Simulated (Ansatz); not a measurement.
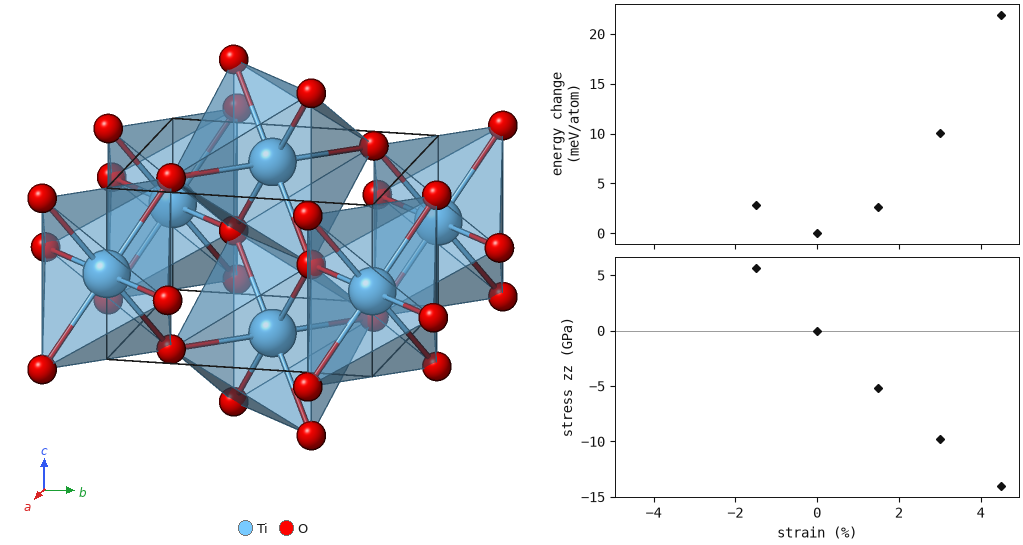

The plot gives the computed energy change and stress zz against strain for TiO₂, space group P4_2/mnm (No. 136). The cell is drawn beside the plot.

Cell as given: a = 4.640 Å, b = 4.640 Å, c = 3.006 Å, α = 90.00°, β = 90.00°, γ = 90.00°; 6 atoms.

Computed with Ansatz 0.2.0: energy, stress and cell of a relaxed crystal along a series of strains, atoms and what the cell freedom names relaxed within the symmetry; stress is positive in compression; plane waves with PAW datasets, Γ-centred k mesh; energies extrapolated to zero smearing. Level: PBE, no spin polarisation. Hubbard U_eff: Ti d 4 eV.

- wave cutoff: 420 eV
- k mesh: 6×6×10
- occupations: Gaussian
- smearing width: 0.02 eV
- strain kind: uniaxial along c
- cell freedom: lengths a and b free, angles held

The points at strain −4.5 % and −3.0 % are left out of the plot. What values does the calculation give there?

```csv
strain (%),energy change (meV/atom),stress zz (GPa)
-4.5,27.33,18.45
-3.0,11.71,11.77
```
